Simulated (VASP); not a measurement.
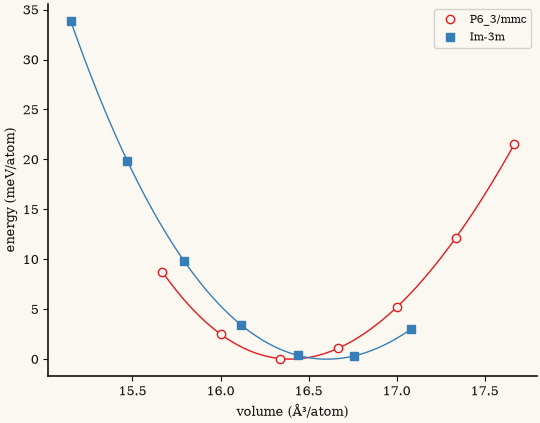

How it was computed, with VASP 6.6.1: plane-wave DFT, no spin polarisation; energies at scaled volumes of the given cell, shape and fractions fixed, counted from the fit's minimum, third-order Birch-Murnaghan fit. Level: PBEsol.

occupations Fermi–Dirac; smearing width 0.05 eV; potentials VASP PAW PBE potentials, recommended; wave cutoff 520 eV.

Figure. Energy against volume, with one curve for each structure, for Al. Each energy curve has its own zero, so the curves don't rank the structures.

Settings that differ: P6_3/mmc: k mesh 11×11×6; Im-3m: k mesh 12×12×12.

The fitted equilibrium volumes, smallest first, are P6_3/mmc 16.397, Im-3m 16.604 Å³/atom. The fitted bulk moduli, smallest first, are Im-3m 73.3, P6_3/mmc 80.0 GPa.

Keep in mind: shape and atomic fractions are frozen while scaling, which makes layered, chain and framework solids too stiff.
